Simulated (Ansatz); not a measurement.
**Single-point calculation of Si₉₆C₉₅ (part 2 of 2)**

The same run, continued: Si₉₆C₉₅ (defect cell, 191 atoms in the cell); DFT, r2SCAN, PAW, plane waves (Ansatz 0.2.0); cutoff 500 eV, 1×1×1 k-mesh, Fermi–Dirac smearing of 0.01 eV. 

Output, continued
```
  atom  46  Si    -0.00031162     0.00122449    -0.00313327
  atom  47  Si     0.00000350    -0.00420146    -0.00416762
  atom  48  Si     0.00041623     0.00513408    -0.00566293
  atom  49  Si    -0.00051000    -0.00275164    -0.00499283
  atom  50  Si     0.00024859     0.00538529    -0.00501915
  atom  51  Si    -0.00179971    -0.01268107     0.00067833
  atom  52  Si    -0.00339107     0.00032229    -0.00611696
  atom  53  Si     0.00051748     0.00617559    -0.00055828
  atom  54  Si    -0.00142136    -0.00290035    -0.01115614
  atom  55  Si     0.00011886    -0.00834119     0.00209799
  atom  56  Si    -0.00031066    -0.05052808     0.01281879
  atom  57  Si    -0.01752097     0.02882227    -0.01109638
  atom  58  Si     0.01786995    -0.01208542    -0.01684311
  atom  59  Si     0.00455366    -0.00592847    -0.00384722
  atom  60  Si    -0.00118242    -0.00605743    -0.00406611
  atom  61  Si     0.00010344    -0.00232141    -0.00507216
  atom  62  Si     0.00526556     0.00116676    -0.00716635
  atom  63  Si     0.01722629     0.02980143    -0.01430473
  atom  64  Si     0.00189486    -0.01227529     0.01007569
  atom  65  Si     0.00670809    -0.00361724    -0.00440599
  atom  66  Si     0.00092198    -0.00731189    -0.00165156
  atom  67  Si    -0.00021361     0.00705322    -0.00040314
  atom  68  Si    -0.02322819    -0.01490319    -0.01469398
  atom  69  Si    -0.00228913    -0.00493271    -0.00323883
  atom  70  Si    -0.00213492    -0.00361359    -0.00423162
  atom  71  Si    -0.00379980    -0.00820985    -0.00328249
  atom  72  Si    -0.00002469    -0.00682008    -0.00179659
  atom  73  Si    -0.00072023    -0.00233968     0.00313611
  atom  74  Si    -0.00220848    -0.00521579     0.00438923
  atom  75  Si    -0.00250649    -0.00006451     0.00333786
  atom  76  Si     0.00116339    -0.00049163     0.00475186
  atom  77  Si    -0.00003535    -0.00892075     0.00277631
  atom  78  Si    -0.01528401    -0.01706471     0.00567878
  atom  79  Si    -0.00354595     0.00668998     0.00743490
  atom  80  Si     0.00693555    -0.00160820     0.00160964
  atom  81  Si    -0.00008193    -0.00058924     0.00457913
  atom  82  Si     0.00597560    -0.00652821     0.00462838
  atom  83  Si     0.01487916    -0.01508372     0.00637076
  atom  84  Si    -0.00491846    -0.00620899     0.02763117
  atom  85  Si     0.00436457     0.00851022    -0.01829880
  atom  86  Si     0.00574308    -0.00155463     0.00893527
  atom  87  Si    -0.00012564    -0.00269129     0.00584642
  atom  88  Si    -0.00014079    -0.00288166     0.00351900
  atom  89  Si     0.00949164     0.00287902     0.00699488
  atom  90  Si    -0.00617349     0.00538479    -0.02328628
  atom  91  Si     0.00006309    -0.01045203     0.00770875
  atom  92  Si    -0.00251326    -0.00643397     0.00444679
  atom  93  Si     0.00022078    -0.00288022     0.00001988
  atom  94  Si    -0.00218512    -0.00561977     0.00868482
  atom  95  Si     0.00098944    -0.00672615     0.00430323
  atom  96  Si    -0.00154016    -0.00348767     0.00404950
  atom  97  C     -0.00145714    -0.00156285    -0.00406617
  atom  98  C      0.00058208     0.00967896    -0.00299867
  atom  99  C      0.00001770    -0.00356566    -0.00499450
  atom 100  C     -0.00098260    -0.00158236    -0.00435578
  atom 101  C     -0.00009025     0.00573602    -0.00139395
  atom 102  C     -0.00303914     0.01982489     0.00655102
  atom 103  C      0.00487371    -0.01188775    -0.00121085
  atom 104  C     -0.01018192     0.00901319    -0.00860190
  atom 105  C     -0.00050431     0.00136921    -0.00685124
  atom 106  C     -0.00051561     0.00546492    -0.00194223
  atom 107  C      0.00063288     0.02158365     0.00472812
  atom 108  C      0.00218176     0.02488991    -0.00428708
  atom 109  C     -0.05233885    -0.01093416     0.00361033
  atom 110  C     -0.00756454     0.00266818    -0.01268993
  atom 111  C      0.00042962     0.00352453    -0.00695779
  atom 112  C     -0.00452208    -0.00261598    -0.00555644
  atom 113  C     -0.00383104    -0.01676053    -0.00298643
  atom 114  C      0.05061198    -0.01308644     0.00766722
  atom 115  C     -0.00085325    -0.00397391    -0.01116988
  atom 116  C      0.00032272     0.00440755    -0.00422019
  atom 117  C      0.00227008     0.01080647    -0.01248682
  atom 118  C      0.00746035     0.00354183    -0.01451430
  atom 119  C     -0.00255913     0.00563301    -0.00303284
  atom 120  C      0.00225542     0.00202199    -0.00471995
  atom 121  C      0.00182108     0.00407200    -0.00187137
  atom 122  C      0.00138679     0.00552526    -0.00214458
  atom 123  C      0.00310132     0.00161477    -0.00164790
  atom 124  C      0.00014311    -0.00656379    -0.00473616
  atom 125  C     -0.00007490     0.00322606    -0.00411990
  atom 126  C      0.00752030     0.00892319    -0.00986977
  atom 127  C      0.00462200    -0.00310927    -0.00619295
  atom 128  C      0.00189719    -0.00110087    -0.00235134
  atom 129  C     -0.00105097     0.00336791    -0.00390529
  atom 130  C      0.00089451     0.00314462    -0.00461515
  atom 131  C     -0.00780765     0.00653400    -0.00846790
  atom 132  C     -0.00054363     0.01292284     0.07717371
  atom 133  C      0.00496738    -0.00625923    -0.00550150
  atom 134  C     -0.00653249     0.00588295    -0.00036425
  atom 135  C      0.00001691     0.00433568    -0.00264290
  atom 136  C     -0.00140268     0.00015912     0.00090569
  atom 137  C     -0.00495371    -0.00439248    -0.00576260
  atom 138  C      0.00078355    -0.00411196    -0.00541737
  atom 139  C     -0.00105024     0.01425143     0.00542473
  atom 140  C     -0.00077663     0.00401916    -0.00195386
  atom 141  C      0.00113978    -0.00082596    -0.00194694
  atom 142  C      0.00603141     0.00700510     0.00090385
  atom 143  C      0.00304472     0.00292841    -0.00147193
  atom 144  C      0.00120705     0.00584059    -0.00129631
  atom 145  C     -0.00235545    -0.00174237     0.00002946
  atom 146  C      0.00645193    -0.00292063     0.01395507
  atom 147  C     -0.00990209    -0.00814973    -0.00148144
  atom 148  C     -0.00199743    -0.03356415    -0.01840729
  atom 149  C     -0.00044656    -0.00185482     0.00536452
  atom 150  C      0.00736589    -0.00939378    -0.00900119
  atom 151  C     -0.07738475    -0.06726180    -0.03081052
  atom 152  C      0.00159087    -0.00042614     0.00353254
  atom 153  C     -0.00160280     0.00642474     0.00190712
  atom 154  C     -0.00903399    -0.00266497     0.00660172
  atom 155  C     -0.00433735    -0.00289305    -0.00754937
  atom 156  C      0.00181277    -0.00039777     0.01002875
  atom 157  C     -0.00317063    -0.00158328     0.00393965
  atom 158  C      0.00163354     0.00126752     0.00171449
  atom 159  C      0.00586834    -0.00997819    -0.00162162
  atom 160  C      0.07394053    -0.06026285    -0.03045471
  atom 161  C      0.00073451    -0.00323552     0.00960630
  atom 162  C      0.00020841    -0.01455148     0.01345732
  atom 163  C     -0.00129378    -0.00381271     0.00457017
  atom 164  C     -0.00090526    -0.00005576     0.00661105
  atom 165  C      0.00538692    -0.00164106     0.00601610
  atom 166  C     -0.00164561    -0.00395891     0.00414240
  atom 167  C     -0.00493989     0.00212926     0.00666684
  atom 168  C      0.00118850     0.00100229     0.00263928
  atom 169  C      0.00250319    -0.00095446     0.00348889
  atom 170  C      0.00216401     0.01213068     0.00085210
  atom 171  C      0.00399476    -0.00369687    -0.00196988
  atom 172  C      0.00177241    -0.00416838     0.00374850
  atom 173  C     -0.00350190     0.00645288     0.00770173
  atom 174  C     -0.00381722     0.01241813    -0.00213073
  atom 175  C      0.00111889     0.02864601     0.02873832
  atom 176  C      0.00754849    -0.01592160     0.00899947
  atom 177  C     -0.00634301     0.00371467    -0.00143335
  atom 178  C     -0.00160708     0.00412859     0.00146739
  atom 179  C      0.00162085     0.00367452     0.00110518
  atom 180  C     -0.00053488     0.00155030     0.00457648
  atom 181  C     -0.00453062    -0.00110320    -0.00042920
  atom 182  C     -0.00752815    -0.00933127     0.00757359
  atom 183  C     -0.00019665    -0.00410419    -0.00336953
  atom 184  C     -0.00133750     0.00469417     0.00393730
  atom 185  C      0.00169681     0.00447094     0.00202920
  atom 186  C     -0.00492569    -0.00299264     0.00492362
  atom 187  C      0.00398421     0.00751690    -0.00341627
  atom 188  C     -0.00044500     0.00773027     0.00245017
  atom 189  C      0.00155320     0.00788161     0.00368567
  atom 190  C      0.00326779     0.00397581     0.00177716
  atom 191  C     -0.00100617     0.00524632     0.00221958
  max |Σ_I F_I| component: 3.05e-4 eV/Å
--- Band table (eV) ---
  k-point 0: bands = ["-6.6857", "-6.4345", "-6.2686", "-6.0665", "-6.0236", "-5.9450", "-5.8090", "-5.6556", "-5.5415", "-5.4591", ... 363 levels left out ..., "8.7942", "8.8430", "8.8877", "8.9349", "8.9828", "9.0214", "9.1111", "9.2548", "10.5103", "11.9126", "12.0243", "12.3773", "12.4617", "12.5132", "12.6024", "12.6954", "12.8010", "12.8744", "13.0098", "13.0561", "13.1130", "13.1225", "13.2400", "13.2715", "13.3023", "13.3307", "13.3744", "13.3892", "13.4347",
      "13.4793", "13.5193", "13.5461", "13.5736", "13.6161", "13.6457", "13.6997", "13.7216", "13.7726", "13.8281", "13.8730", "13.8896", "14.0611", "14.1365", "14.2670", "14.3019", "14.3376", "14.3778", "14.3895", "14.4703", "14.5016", "14.5428", "14.5794", "14.6121", "14.6761", "14.6913", "14.7086", "14.7352", "14.7536", "14.7836", "14.8035", "14.8193", "14.8406", "14.8628", "14.8969", "14.9337", "14.9553", "14.9724", "15.0089", "15.0188",
      "15.0571", "15.0950", "15.1496", "15.2093", "15.2706", "15.3115", "15.3415", "15.3794", "15.3976", "15.4129", "15.4343", "15.4790", "15.5042", "15.5160", "15.5490", "15.5821", "15.6136", "15.6458", "15.6625", "15.6927", "15.7067", "15.7191", "15.7375", "15.7454", "15.7660", "15.7822", "15.8472", "15.9643", "16.0013", "16.0280", "16.0428", "16.0688", "16.0842", "16.0907", "16.0980", "16.1186", "16.1357", "16.1520", "16.1742", "16.2164",
      "16.2289", "16.2407", "16.2637", "16.2721", "16.3008", "16.3108", "16.3380", "16.3833", "16.4046", "16.4302", "16.4481", "16.4843", "16.4908", "16.5150", "16.5382", "16.5635", "16.5915", "16.6710", "16.6867", "16.7202", "16.7483", "16.8031", "16.8115", "16.8434", "16.8520", "16.8825", "16.8962", "16.9126", "16.9307", "16.9445", "16.9651", "16.9824", "17.0122", "17.0243", "17.0396", "17.0640", "17.0747", "17.0920", "17.1042", "17.1189",
      "17.1251", "17.1435", "17.1557", "17.1756", "17.1816", "17.1888", "17.2348", "17.2563", "17.2983", "17.3455", "17.3861", "17.4051", "17.4415", "17.4572", "17.4897", "17.4974", "17.5202", "17.5400", "17.5490", "17.5648", "17.5829", "17.6056", "17.6151", "17.6509", "17.6633", "17.6916", "17.7110", "17.7252", "17.7608", "17.7793", "17.8001", "17.8082", "17.8274", "17.8372", "17.8471", "17.8649", "17.8730", "17.8907", "17.9165", "17.9247",
      "17.9382", "17.9568", "17.9619", "17.9886", "18.0162", "18.0243", "18.0418", "18.0736", "18.0821", "18.0968", "18.1013"]
--- Löwdin populations: 191 sites ---
  site symbol       q [e]
     0     Si      2.8804
     1     Si      2.8794
     2     Si      2.8816
     3     Si      2.8853
     4     Si      2.8782
     5     Si      2.8791
     6     Si      2.8852
     7     Si      2.8947
     8     Si      2.8800
     9     Si      2.8797
    10     Si      2.8794
    11     Si      3.1827
    12     Si      3.2116
    13     Si      2.8757
    14     Si      2.8801
    15     Si      2.8818
    16     Si      2.8850
    17     Si      3.2142
    18     Si      2.8726
    19     Si      2.8770
    20     Si      2.8956
    21     Si      2.8758
    22     Si      2.8770
    23     Si      2.8800
    24     Si      2.8962
    25     Si      2.8937
    26     Si      2.8971
    27     Si      2.9002
    28     Si      2.8926
    29     Si      2.8888
    30     Si      2.9054
    31     Si      2.8963
    32     Si      2.8965
    33     Si      2.8937
    34     Si      2.8888
    35     Si      3.2515
    36     Si      2.8916
    37     Si      2.8965
    38     Si      2.8955
    39     Si      2.8970
    40     Si      2.9051
    41     Si      2.8916
    42     Si      2.8931
    43     Si      2.8945
    44     Si      2.8962
    45     Si      2.8964
    46     Si      2.8945
    47     Si      2.8954
    48     Si      2.8960
    49     Si      2.8960
    50     Si      2.8951
    51     Si      2.8952
    52     Si      2.8951
    53     Si      2.8965
    54     Si      2.8951
    55     Si      2.9083
    56     Si      2.8974
    57     Si      2.8907
    58     Si      2.8955
    59     Si      2.8958
    60     Si      2.8960
    61     Si      2.8952
    62     Si      2.8974
    63     Si      2.8851
    64     Si      2.8954
    65     Si      2.8955
    66     Si      2.8950
    67     Si      2.8908
    68     Si      2.8954
    69     Si      2.8950
    70     Si      2.8956
    71     Si      2.8955
    72     Si      2.8803
    73     Si      2.8792
    74     Si      2.8800
    75     Si      2.8801
    76     Si      2.8791
    77     Si      2.8798
    78     Si      2.8804
    79     Si      2.8827
    80     Si      2.8816
    81     Si      2.8792
    82     Si      2.8798
    83     Si      2.8740
    84     Si      2.8855
    85     Si      2.8809
    86     Si      2.8804
    87     Si      2.8800
    88     Si      2.8805
    89     Si      2.8858
    90     Si      2.8762
    91     Si      2.8795
    92     Si      2.8827
    93     Si      2.8809
    94     Si      2.8796
    95     Si      2.8803
    96      C      5.0229
    97      C      5.0247
    98      C      5.0236
    99      C      5.0233
   100      C      5.0239
   101      C      5.0253
   102      C      5.0245
   103      C      5.0210
   104      C      5.0224
   105      C      5.0247
   106      C      5.0253
   107      C      5.0251
   108      C      4.9861
   109      C      5.0206
   110      C      5.0225
   111      C      5.0237
   112      C      5.0245
   113      C      4.9859
   114      C      5.0254
   115      C      5.0232
   116      C      5.0210
   117      C      5.0206
   118      C      5.0232
   119      C      5.0225
   120      C      5.0231
   121      C      5.0230
   122      C      5.0227
   123      C      5.0235
   124      C      5.0240
   125      C      5.0226
   126      C      5.0238
   127      C      5.0216
   128      C      5.0226
   129      C      5.0230
   130      C      5.0226
   131      C      4.9762
   132      C      5.0193
   133      C      5.0245
   134      C      5.0235
   135      C      5.0227
   136      C      5.0238
   137      C      5.0192
   138      C      5.0243
   139      C      5.0241
   140      C      5.0213
   141      C      5.0245
   142      C      5.0241
   143      C      5.0236
   144      C      5.0332
   145      C      5.0352
   146      C      5.0324
   147      C      5.0173
   148      C      5.0378
   149      C      5.0219
   150      C      4.9854
   151      C      5.0334
   152      C      5.0343
   153      C      5.0350
   154      C      5.0216
   155      C      5.0246
   156      C      5.0357
   157      C      5.0352
   158      C      5.0324
   159      C      4.9852
   160      C      5.0249
   161      C      5.0394
   162      C      5.0367
   163      C      5.0337
   164      C      5.0359
   165      C      5.0367
   166      C      5.0353
   167      C      5.0351
   168      C      5.0352
   169      C      5.0355
   170      C      5.0352
   171      C      5.0348
   172      C      5.0318
   173      C      5.0355
   174      C      5.0318
   175      C      5.0334
   176      C      5.0306
   177      C      5.0350
   178      C      5.0349
   179      C      5.0351
   180      C      5.0352
   181      C      5.0335
   182      C      5.0386
   183      C      5.0359
   184      C      5.0354
   185      C      5.0348
   186      C      5.0306
   187      C      5.0360
   188      C      5.0353
   189      C      5.0349
   190      C      5.0355
  spilling = 0.010419 (of n_electrons = 764.000000)
```

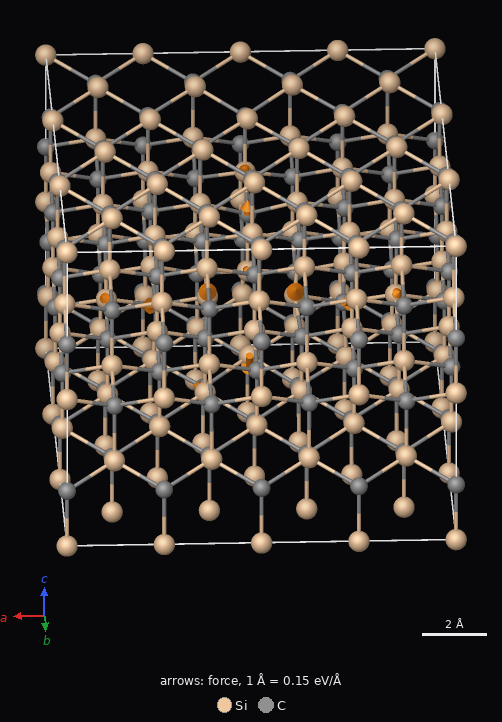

Figure 1. Forces on the atoms as orange arrows (ball-and-stick view of the cell of the calculation, seen at an oblique angle); the smallest are left out. The largest act on Si12 (0.20 eV/Å); Si13, Si18 (0.19 eV/Å); Si36 (0.17 eV/Å); C151 (0.11 eV/Å), among others. Atoms are counted from 1 in the order of the input and aren't labelled in the picture. 

Results in brief

| quantity | value |
| --- | --- |
| outcome | converged |
| electrons treated | 764 |
| free energy | −85311.3415 eV |
| Fermi energy | 11.211 eV |
| largest force (length of the vector) | 0.199 eV/Å |
| wall time | 10 s (CPU time 40 s) |
| peak memory | 5.1 GiB |

Notes

The k-point mesh is coarse for a cell of this size, so the results may not be converged.
